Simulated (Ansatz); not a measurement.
System: Al₂₄N₂₅ (cell charge −2, with a compensating background) (cell with a defect).

Al₂₄N₂₅ (cell charge −2, with a compensating background) (cell with a defect), 49 atoms, a = 8.02 Å, b = 8.02 Å, c = 8.02 Å, α = 85.02°, β = 85.02°, γ = 85.02°.

Spin-polarised.

The calculation used Ansatz 0.2.0, DFT PBE, scalar-relativistic, plane waves, PAW.

Predict the valence pseudo-density, electron localisation function and spin density between the atoms.

Answer. Al–N (1.84 Å): ρ is about 0.74 e/Å³ halfway; the ELF peaks at about 0.90 between the atoms, as expected for a shared but strongly polarised pair.
Al–N (1.84 Å): ρ at the midpoint is about 0.74 e/Å³; the ELF peaks at about 0.90 between the atoms (a polar covalent bond).
Al–N (1.92 Å): ρ is about 0.65 e/Å³ halfway; the ELF peaks at about 0.90 between the atoms: a polar covalent bond.
Al–N (1.92 Å): the density is about 0.65 e/Å³ at the midpoint; the ELF peaks at about 0.90 between the atoms; a shared but strongly polarised pair.
The spin density sits on N: +0.4 μB in one cell of 49 atoms, with smaller moments on other sites: N (up to +0.06 μB): with much of the spin spread outside that site. The cell of the calculation (49 atoms) carries 1.0 μB of net spin moment.

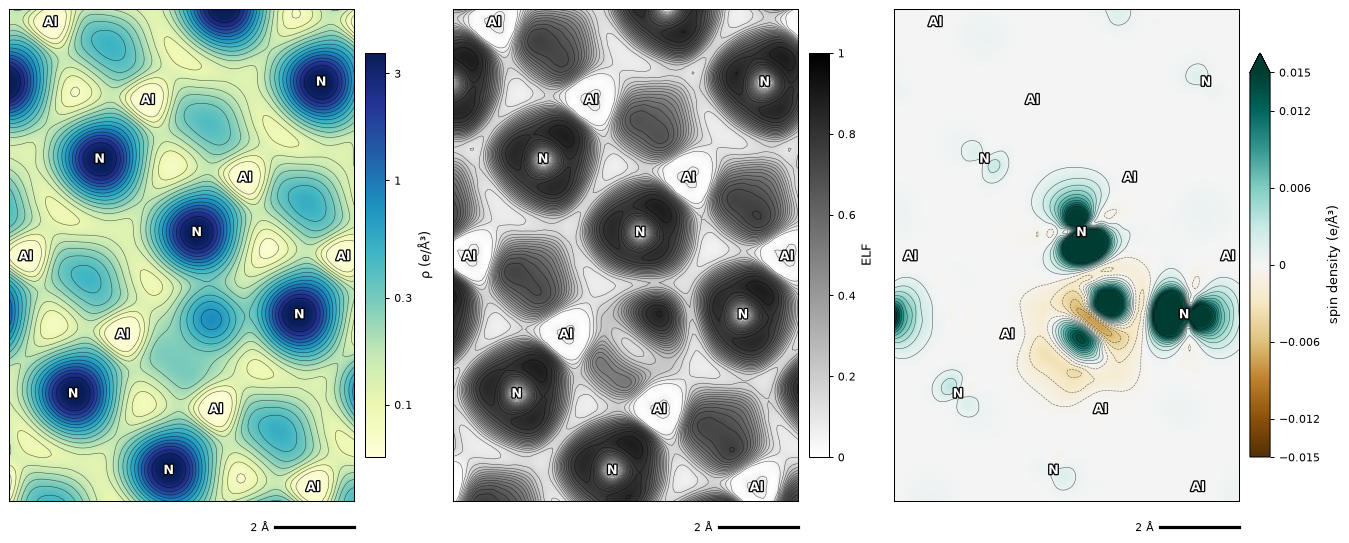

Computed valence pseudo-density, electron localisation function and spin density on the (011̄) plane of the calculation cell, in this order. Atoms just off the plane (Al, 0.8 Å away and N, 0.9 Å away) can leave unmarked features too.

The density is the valence pseudo-density of a PAW calculation; it isn't the true density close to the nuclei.
